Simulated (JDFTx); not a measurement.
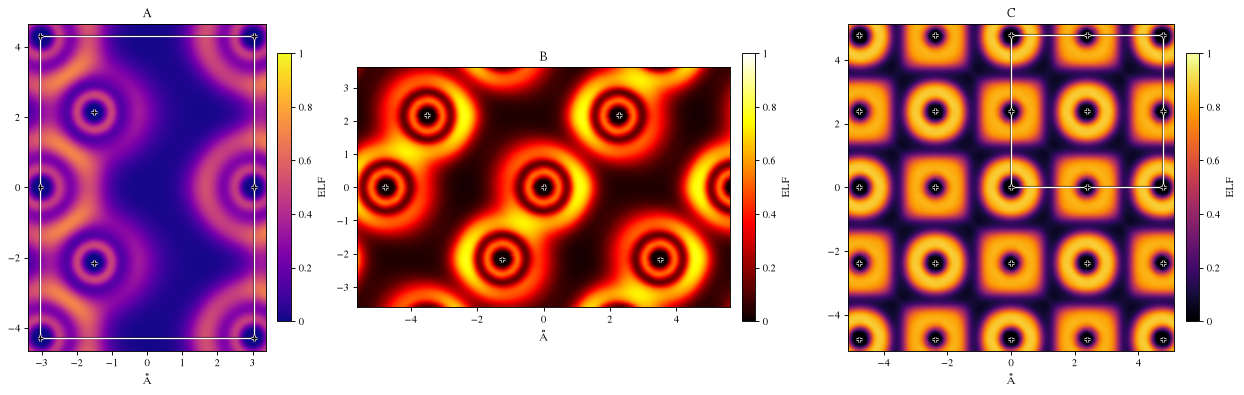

The electron localisation function of 3 systems, each on a plane through atoms (crosses mark nuclei in the plane).

Computed with JDFTx, Kohn-Sham DFT of a periodic cell, PBEsol, PseudoDojo-SR-PBEsol-0.4.1-standard.

System 1: YN, the (010) plane of the conventional cell. Space group Fm-3m; computed pressure about 9 GPa in this cell.

```
Y N
1.0
     4.77744    0.00000    0.00000
     0.00000    4.77744    0.00000
     0.00000    0.00000    4.77744
Y N
4 4
Direct
  0.00000 0.00000 0.00000
  0.50000 0.50000 0.00000
  0.50000 0.00000 0.50000
  0.00000 0.50000 0.50000
  0.50000 0.00000 0.00000
  0.00000 0.50000 0.00000
  0.00000 0.00000 0.50000
  0.50000 0.50000 0.50000
```

System 2: GaSb, the (101) plane of the conventional cell. Space group F-43m.

```cif
data_structure
_symmetry_space_group_name_H-M 'P 1'
_symmetry_Int_Tables_number 1
_cell_length_a 6.0769
_cell_length_b 6.0769
_cell_length_c 6.0769
_cell_angle_alpha 90.000
_cell_angle_beta 90.000
_cell_angle_gamma 90.000
_cell_volume 224.42
loop_
_atom_site_label
_atom_site_type_symbol
_atom_site_fract_x
_atom_site_fract_y
_atom_site_fract_z
_atom_site_occupancy
Sb1 Sb 0.75000 0.75000 0.25000 1
Sb2 Sb 0.25000 0.75000 0.75000 1
Sb3 Sb 0.25000 0.25000 0.25000 1
Sb4 Sb 0.75000 0.25000 0.75000 1
Ga1 Ga 0.50000 0.50000 0.00000 1
Ga2 Ga 0.00000 0.50000 0.50000 1
Ga3 Ga 0.00000 0.00000 0.00000 1
Ga4 Ga 0.50000 0.00000 0.50000 1
```

System 3: As, the (110) plane of the conventional cell. Space group R-3m; not relaxed (largest force 0.4 eV/Å).

```
As
1.0
     3.76159    0.00000    0.00000
    -1.88080    3.25764    0.00000
     0.00000    0.00000   10.54219
As
6
Direct
  0.00000 0.00000 0.22600
  0.66667 0.33333 0.55933
  0.33333 0.66667 0.89267
  0.66667 0.33333 0.10733
  0.33333 0.66667 0.44067
  0.00000 0.00000 0.77400
```

### Match each panel to its system.

Panel A is system 2, GaSb: the plane holds Sb and Ga. Ga–Sb (2.63 Å): the ELF peaks at about 0.70 between the atoms. Panel B is system 3, As: the plane holds As. As–As (2.51 Å): the ELF peaks at about 0.75 between the atoms. Panel C is system 1, YN: the plane holds Y and N. Y–N (2.39 Å): the ELF peaks at about 0.80 in the valence shell of N, 0.6 Å from its nucleus, and drops to about 0.15 between the two atoms: an ionic contact with no shared pair.
